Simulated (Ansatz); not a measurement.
## Electronic structure of Si2W in real space

Input

```
crystal:
  lattice:
    - [5.427234489, 0.0, 0.0]
    - [0.0, 5.427234489, 0.0]
    - [0.0, 0.0, 4.5098831299]
  atoms:
    - { symbol: Si, position: [0.7962928875, 0.5, 0.5] }
    - { symbol: Si, position: [0.2037071125, 0.5, 0.5] }
    - { symbol: Si, position: [0.5, 0.7962928875, 0.5] }
    - { symbol: Si, position: [0.5, 0.2037071125, 0.5] }
    - { symbol: W, position: [0.5, 0.0, 0.0] }
    - { symbol: W, position: [0.0, 0.5, 0.0] }
basis:
  ecutwfc: 420
kpoints:
  mp_grid: { grid: [8, 8, 8] }
hamiltonian:
  xc: pbe
scf:
  occupations: { method: gaussian, width: 0.1 }
output:
  forces: true
  stress: true
  eigenvalues: true
  write_density: true
  write_potential: true
  elf: true
  volumetric_format: npy
relax:
  adjacent_minimum: "off"
  f_tol: 0.01
  max_steps: 80
  cell: { stress_tol: 0.05 }
```

Launched as:

```sh
ansatz run input.yaml --threads 1 --pin off --max-ram 2560MiB --backend cpu --events-out ev --progress --plain --runs-dir out
```

Below, planes, directions and counts refer to the conventional cell (a = 5.43 Å, b = 5.43 Å, c = 4.53 Å, α = 90.00°, β = 90.00°, γ = 90.00°).

The fields are those of the relaxed geometry.

Space group P4/mmm; a structure generated by program, which may or may not match a known phase.

Method: DFT PBE, scalar-relativistic, plane waves, PAW in Ansatz.

The density is the valence pseudo-density of a PAW calculation; it isn't the true density close to the nuclei.

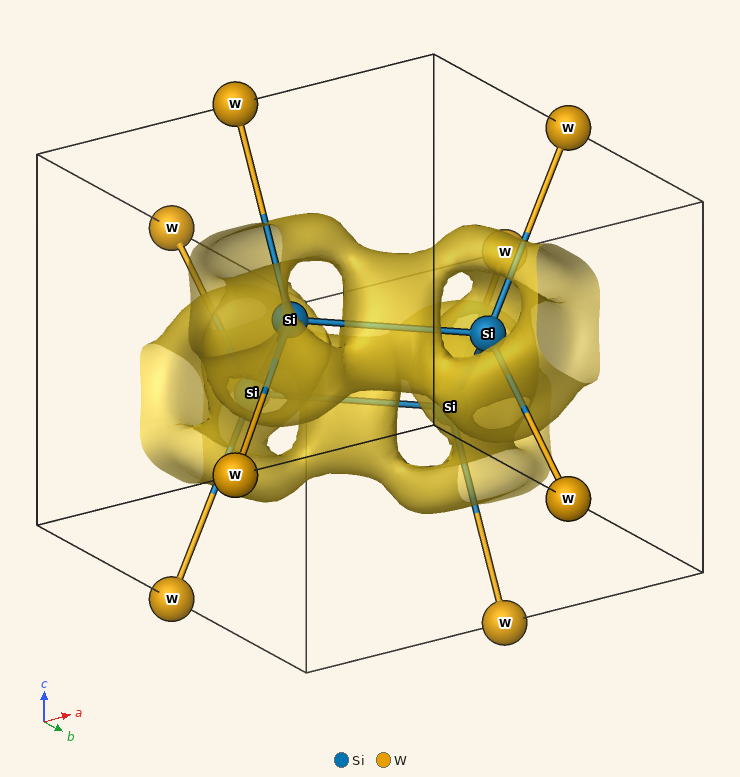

Figure 1. Isosurface of the ELF at 0.65 (yellow), seen at an oblique angle. Only the valence region is drawn (cores and ρ < 0.01 e/Å³ removed). Sticks mark near contacts.

Question: Describe the localisation domains.

Answer: At this value the surface marks out sheets that run through the cell in two directions, counted in one cell of 6 atoms. Regions shared between cells count once. Along the contacts the grid gives the following. Si–Si (2.20 Å): the ELF peaks at about 0.75 between the atoms. Si–W (2.52 Å): the ELF peaks at about 0.80 in the valence shell of Si, 0.9 Å from its nucleus, and is about 0.50 at the midpoint.

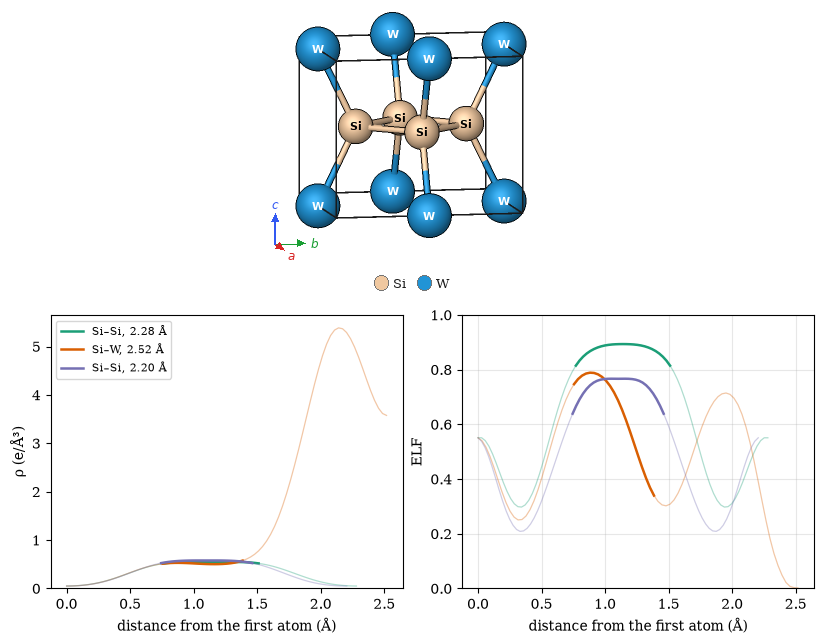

Figure 2. Valence charge density (pseudo) and ELF along straight lines between neighbouring atoms. Thin, pale parts lie inside the atomic spheres. The structure is drawn too.

Question: What can be read from the curves?

Answer: Si–Si (2.28 Å): ρ is about 0.55 e/Å³ halfway; the ELF peaks at about 0.90 between the atoms.
Si–W (2.52 Å): ρ at the midpoint is about 0.51 e/Å³; the ELF peaks at about 0.80 in the valence shell of Si, 0.9 Å from its nucleus, and is about 0.50 at the midpoint.
Si–Si (2.20 Å): ρ is about 0.58 e/Å³ halfway; the ELF peaks at about 0.75 between the atoms.

Question: Does the calculation give a band gap?

Answer: It is gapless in this calculation (a metal or semimetal).
